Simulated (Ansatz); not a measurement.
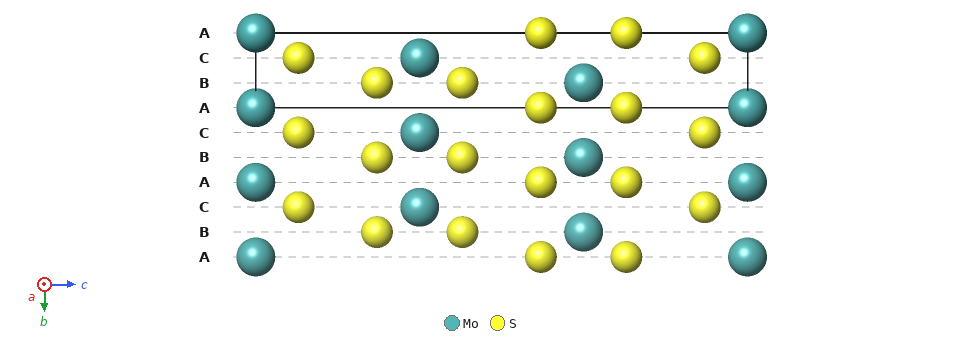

Projection along an edge of the hexagonal mesh, stacking direction c to the right. The dashed lines mark the three columns A (0, 0), B (1/3, 2/3) and C (2/3, 1/3). The sequence starts with the first layer at or above the cell's origin.

MoS2 (space group R3m, No. 160). Coordinates: the geometry relaxed with Ansatz, DFT PBE+D3(BJ), scalar-relativistic, plane waves, PAW.

### Read off the stacking sequence over one period.

Mo(A) – S(C) – S(B) – Mo(C) – S(B) – S(A) – Mo(B) – S(A) – S(C) (nine layers in 17.99 Å).

### How are the S layers alone stacked?

S layers alone: CBBAAC, a sequence in which some neighbouring layers lie directly above each other.

### Which positions between or in the S layers do the other atoms fill?

Mo: three trigonal-prismatic sites, counted in one hexagonal cell. Three of the six gaps between S layers are empty, 2.87 Å wide.

### What short polytype symbol fits?

Polytype symbol 3R, the symbol of a layered MX2 polytype (number of slabs in the repeat and lattice).
